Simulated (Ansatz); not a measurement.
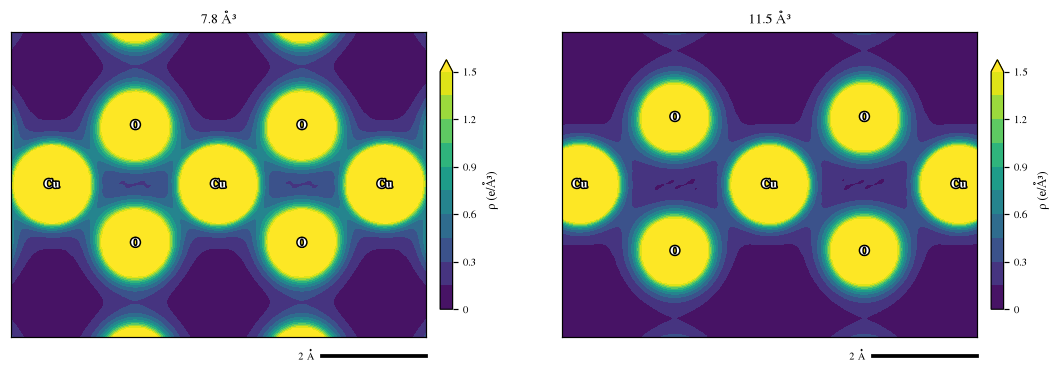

CuO2. The valence electron density of cells scaled evenly to different volumes (given per atom above each panel), on the (011̄) plane of each (indices in the axes of the cell below), at one length scale and on one colour scale.

Started from the fluorite prototype, which need not be the ambient phase; computed without spin polarisation; Hubbard U of 4 eV on Cu d only.

Theory: DFT PBE+U, scalar-relativistic, plane waves, PAW (Ansatz).

Core electrons are frozen (PAW), and the valence fields are smoothed inside the atomic spheres.

The largest cell:

```
CELL_PARAMETERS angstrom
0.00000 2.58278 2.58278
2.58278 0.00000 2.58278
2.58278 2.58278 0.00000
ATOMIC_POSITIONS crystal
Cu 0.00000 0.00000 0.00000
O 0.25000 0.25000 0.25000
O 0.75000 0.75000 0.75000
```

| volume (Å³/atom) | Cu–O contact in the plane (Å) | ρ at its midpoint (e/Å³) | pressure (GPa) | 
| --- | --- | --- | --- |
| 7.79 | 1.965 | 0.624 | 54.5 | 
| 9.34 | 2.088 | ? | ? | 
| 11.49 | 2.237 | 0.335 | −18.0 | 

> Estimate the missing row, and compare with the calculation.

Over the known rows ln ρ falls by 2.29 per Å of Cu–O distance (the line through the two), which gives 0.471 e/Å³ at 2.088 Å; the calculation gives 0.463 e/Å³. For the pressure, a straight line in volume between the neighbouring rows gives 24.1 GPa; the calculation gives 4.5, lower because pressure rises ever faster on compression.
